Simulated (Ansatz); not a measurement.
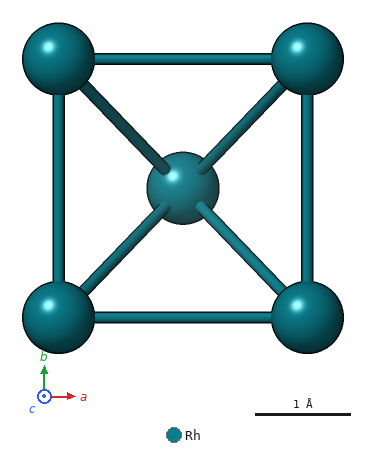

This is the input geometry for a relaxation of solid Rh (set up in Immm). The picture is a ball-and-stick view of the cell of the calculation, seen along the c axis.

Case: uniaxial strain along a of -3.0 %; b, c and atoms relaxed.

Level of theory: DFT PBE, scalar-relativistic, plane waves, PAW (Ansatz 0.2.0).

Input
```yaml
crystal:
  lattice:
    - [1.8575198789, 1.8575198789, 0.0]
    - [-1.9293312144, 1.9293312144, 0.0]
    - [0.0, 0.0, 3.8586624288]
  atoms:
    - { symbol: Rh, position: [0.0, 0.0, 0.0] }
    - { symbol: Rh, position: [0.5, 0.5, 0.5] }
basis:
  ecutwfc: 420
kpoints:
  mp_grid: { grid: [20, 20, 14] }
hamiltonian:
  xc: pbe
scf:
  occupations: { method: gaussian, width: 0.1 }
output:
  forces: true
  stress: true
  eigenvalues: true
relax:
  adjacent_minimum: "off"
  f_tol: 0.008
  max_steps: 40
  cell: { stress_tol: 0.015, fix: [a, angles] }
```

Run as
```bash
ansatz run input.yaml --threads 1 --pin off --max-ram 2560MiB --backend cpu --events-out ev --progress --plain --runs-dir out
```

Question: What does the optimiser find from here?

Answer: The atoms keep their places relative to the cell (all moves are under 0.005 Å). The drawn cell changes at constant volume: a unchanged at 2.627 Å, b 2.728 → 2.714 Å (−0.5 %), c 3.859 → 3.879 Å (+0.5 %). Among the contacts that change: Rh1–Rh1 2.728 → 2.714 Å. The space group stays Immm (No. 71). The energy falls by 0.6 meV per atom in 3 accepted moves (4 points after the start). All forces vanish by symmetry, so only the cell relaxes. Pressure: 4.64 GPa at the start and 4.65 GPa at the end. The SCF was repeated once at an unchanged geometry on a basis and grid sized afresh for the cell, which shifted the energy by less than 0.05 meV per atom at most.
